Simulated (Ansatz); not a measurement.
**Al$_{12}$O (slab): density, localisation and related maps**

```
Al O
1.0
     5.72757    0.00000    0.00000
     2.86378    4.96022    0.00000
     0.00000    0.00000   15.67654
Al O
12 1
Cartesian
  1.4319 0.8267 1.0000
  4.2957 0.8267 1.0000
  2.8638 3.3068 1.0000
  5.7276 3.3068 1.0000
  5.7295 1.6548 3.3286
  2.8618 1.6548 3.3288
  7.1595 4.1310 3.3283
  4.2957 4.1341 3.3209
  2.9022 4.9396 5.6989
  5.6891 4.9397 5.6990
  7.1594 2.4820 5.5431
  4.2957 2.5248 5.6994
  4.2957 0.8271 6.4744
```

Method: Ansatz 0.2.0, DFT PBE, scalar-relativistic, plane waves, PAW.

The density is the valence pseudo-density of a PAW calculation; it isn't the true density close to the nuclei.

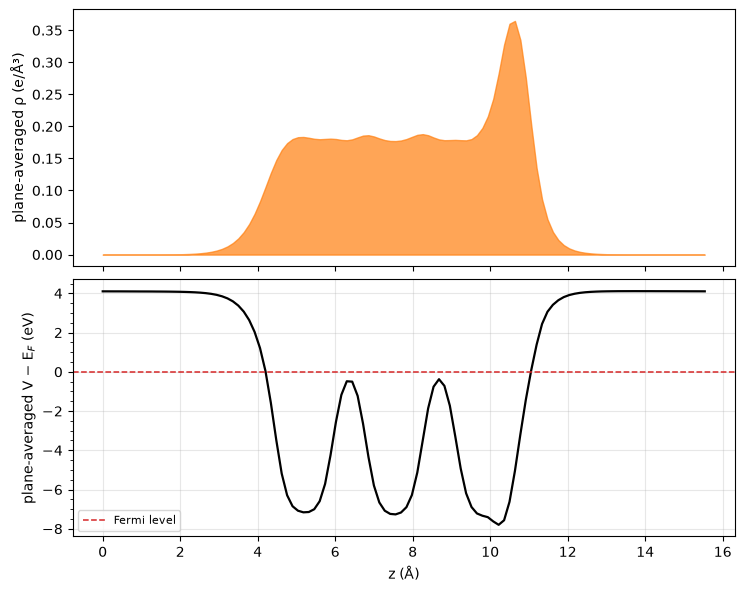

Figure 1. Plane average of the electrostatic potential (local pseudopotential plus Hartree) felt by an electron and of the valence pseudo-density across the slab.

> What is the work function?

The potential is flat in the vacuum, 4.1 eV above the Fermi level; this is the work function, the same on both faces.

> How thick is the slab, and how wide the vacuum?

The outermost nuclei are 5.5 Å apart, in 4 atomic planes; the vacuum between periodic images is 10.2 Å wide.

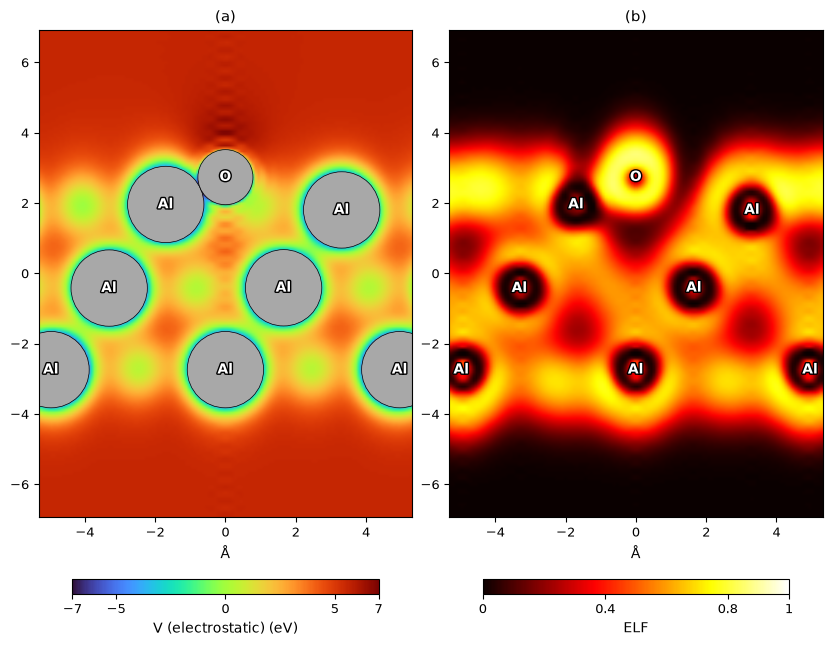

Figure 2. (a) electrostatic potential energy of an electron; (b) electron localisation function on the (11̄0) plane of the calculation cell, a cut from vacuum to vacuum. Grey discs cover the atomic cores in the potential map.

> What does the map show?

- Atoms in the plane: Al and O.
- Al–O (1.87 Å): the ELF peaks at about 0.85 in the valence shell of O, 0.7 Å from its nucleus, and is about 0.80 at the midpoint.
- The ELF also peaks beside O, away from the bonds: lone-pair regions.

> Does the calculation make it a metal, or give it a gap?

It is gapless in this calculation (a metal or semimetal).
